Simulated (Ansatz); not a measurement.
System: Sn7S16 (slab).

Input file:

```
crystal:
  lattice:
    - [3.6513143003, 0.0, 0.0]
    - [-1.8256571502, 12.5236202433, 0.0]
    - [0.0, 0.0, 25.9431561592]
  atoms:
    - { symbol: S, position: [0.5675593807, 0.1351187613, 0.2890935842] }
    - { symbol: S, position: [0.1983788434, 0.3967576868, 0.2981248179] }
    - { symbol: Sn, position: [0.7659382241, 0.5318764482, 0.3230936009] }
    - { symbol: S, position: [0.3334976047, 0.6669952095, 0.3480623839] }
    - { symbol: S, position: [0.9643170675, 0.928634135, 0.3570936176] }
    - { symbol: Sn, position: [0.5318764482, 0.0637528963, 0.3820624006] }
    - { symbol: S, position: [0.0994358288, 0.1988716576, 0.4070311836] }
    - { symbol: S, position: [0.7302552916, 0.4605105831, 0.4160624173] }
    - { symbol: Sn, position: [0.2978146722, 0.5956293445, 0.4410312003] }
    - { symbol: S, position: [0.8653740529, 0.7307481058, 0.4659999833] }
    - { symbol: S, position: [0.4961935156, 0.9923870313, 0.475031217] }
    - { symbol: Sn, position: [0.0637528963, 0.1275057926, 0.5] }
    - { symbol: S, position: [0.631312277, 0.2626245539, 0.524968783] }
    - { symbol: S, position: [0.2621317397, 0.5242634794, 0.5340000167] }
    - { symbol: Sn, position: [0.8296911204, 0.6593822408, 0.5589687997] }
    - { symbol: S, position: [0.397250501, 0.7945010021, 0.5839375827] }
    - { symbol: S, position: [0.0280699638, 0.0561399276, 0.5929688164] }
    - { symbol: Sn, position: [0.5956293445, 0.1912586889, 0.6179375994] }
    - { symbol: S, position: [0.1631887251, 0.3263774502, 0.6429063824] }
    - { symbol: S, position: [0.7940081879, 0.5880163757, 0.6519376161] }
    - { symbol: Sn, position: [0.3615675685, 0.7231351371, 0.6769063991] }
    - { symbol: S, position: [0.9291269492, 0.8582538984, 0.7018751821] }
    - { symbol: S, position: [0.5599464119, 0.1198928239, 0.7109064158] }
basis:
  ecutwfc: 420
kpoints:
  mp_grid: { grid: [7, 3, 1] }
hamiltonian:
  xc: pbesol
scf:
  occupations: { method: gaussian, width: 0.05 }
output:
  forces: true
  eigenvalues: true
  write_density: true
  write_potential: true
  elf: true
  volumetric_format: npy
relax:
  adjacent_minimum: "off"
  f_tol: 0.02
  max_steps: 60
efield:
  axis: 3
  dipole_correction: true
  ramp_width: 0.04
```

Run with:

```sh
ansatz run input.yaml --threads 2 --pin off --max-ram 5120MiB --backend cpu --events-out ev --progress --plain --runs-dir out
```

The fields are those of the run's last geometry, not of the input's.

Theory: DFT PBEsol, scalar-relativistic, plane waves, PAW (Ansatz).

Q: What can the converged valence pseudo-density and electron localisation function tell about the bonding?

A: Sn–S (2.50 Å): the density is about 0.5 e/Å³ at the midpoint; the ELF peaks at about 0.85 in the valence shell of S, 0.8 Å from its nucleus, and is about 0.55 at the midpoint.

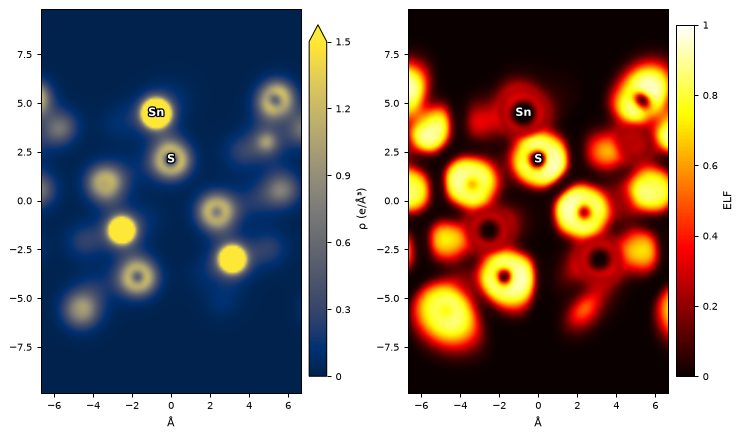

Computed valence pseudo-density and electron localisation function on the (100) plane of the calculation cell, a cut from vacuum to vacuum, in this order. Atoms just off the plane (S, 0.3 Å away and Sn, 0.4 Å away) can leave unmarked features too.

Core electrons are frozen (PAW), and the valence fields are smoothed inside the atomic spheres.
